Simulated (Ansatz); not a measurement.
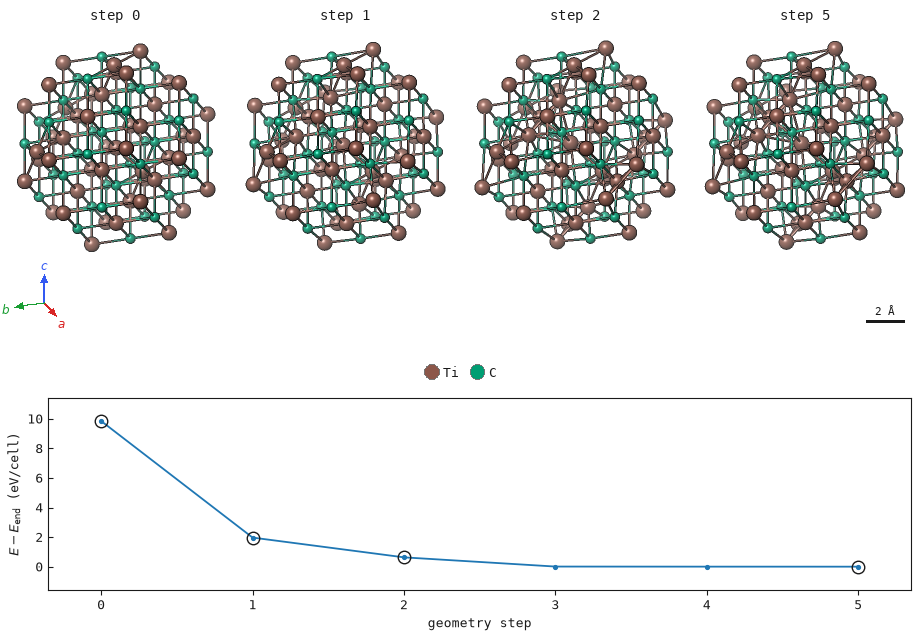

Frames of a relaxation of a defect cell of composition Ti9C8 (coarse preliminary run), marked on the history of the run. Style: ball-and-stick. Shown: the atoms within 5.8 Å of the atom that moves most (axes of the conventional cell (4 times the calculation's cell) (origin shifted)), from a free direction. Lengths and directions refer to the drawn axes.

Case: Ti interstitial, charge +0, atoms relaxed at the host's cell.

Theory: Ansatz 0.2.0, DFT PBE, scalar-relativistic, plane waves, PAW.

The input:
```yaml
crystal:
  lattice:
    - [0.0, 4.3327798708, -4.3327798708]
    - [4.3327798708, 4.3327798708, 0.0]
    - [4.3327798708, 0.0, -4.3327798708]
  atoms:
    - { symbol: Ti, position: [0.0, 0.0, 0.5] }
    - { symbol: Ti, position: [0.0, 0.5, 0.5] }
    - { symbol: Ti, position: [0.5, 0.0, 0.5] }
    - { symbol: Ti, position: [0.5, 0.5, 0.5] }
    - { symbol: Ti, position: [0.0, 0.0, 1.0] }
    - { symbol: Ti, position: [0.0, 0.5, 1.0] }
    - { symbol: Ti, position: [0.5, 0.0, 1.0] }
    - { symbol: Ti, position: [0.5, 0.5, 1.0] }
    - { symbol: C, position: [0.25, 0.75, 0.25] }
    - { symbol: C, position: [0.25, 0.25, 0.25] }
    - { symbol: C, position: [0.75, 0.75, 0.25] }
    - { symbol: C, position: [0.75, 0.25, 0.25] }
    - { symbol: C, position: [0.25, 0.75, 0.75] }
    - { symbol: C, position: [0.25, 0.25, 0.75] }
    - { symbol: C, position: [0.75, 0.75, 0.75] }
    - { symbol: C, position: [0.75, 0.25, 0.75] }
    - { symbol: Ti, position: [0.875, 0.375, 0.875] }
basis:
  ecutwfc: 420
  xc_grid: 2
kpoints:
  mp_grid: { grid: [1, 1, 1], shift: [0.0, 0.0, 0.0] }
hamiltonian:
  xc: pbe
scf:
  occupations: { method: gaussian, width: 0.1 }
output:
  forces: true
  stress: false
  eigenvalues: true
relax:
  adjacent_minimum: "off"
  f_tol: 0.025
  max_steps: 45
```

Launched with:
```bash
ansatz run input.yaml --threads 4 --pin off --max-ram 10240MiB --backend cpu --events-out ev --progress --plain --runs-dir out
```

Q: What happens along the run?

A: The energy falls by 9.845 eV per cell of the calculation in 5 geometry steps. The largest force component goes from 7.4 to 0.024 eV/Å. The largest moves, 0.33 Å, are those of Ti2, Ti5, Ti6 and Ti8. Ti2 goes along [−1 1 1]. By element the largest moves are Ti 0.33 Å, C 0.05 Å. The cell doesn't change. Some distances before and after: Ti2–Ti5 3.064 → 3.601 Å, Ti2–Ti5 (another image) 3.064 → 2.526 Å, Ti2–Ti17 1.876 → 2.205 Å, Ti2–C14 2.166 → 2.395 Å. New bonds form, among them: Ti2–Ti5 (3.06 → 2.53 Å), Ti2–Ti6 (3.06 → 2.53 Å), Ti2–Ti8 (3.06 → 2.53 Å), Ti5–Ti6 (3.06 → 2.53 Å). Bond angles that change, for instance: Ti5–C13–Ti6 90.0° → 77.9°, Ti1–C13–Ti8 180.0° → 170.3°, Ti1–C13–Ti5 90.0° → 94.6°. From step 0 to 1: Ti atoms move most (0.20 Å), energy −7.878 eV per cell of the calculation. From step 1 to 2: Ti atoms move most (0.19 Å), energy −1.336 eV per cell of the calculation. From step 2 to 5: Ti atoms move most (0.06 Å), energy −0.630 eV per cell of the calculation.

Limits of the set-up: the k-point mesh is coarse for a cell with partly filled bands; the periodic images lie only 6.1 Å apart, so the values are limited by the cell's size.
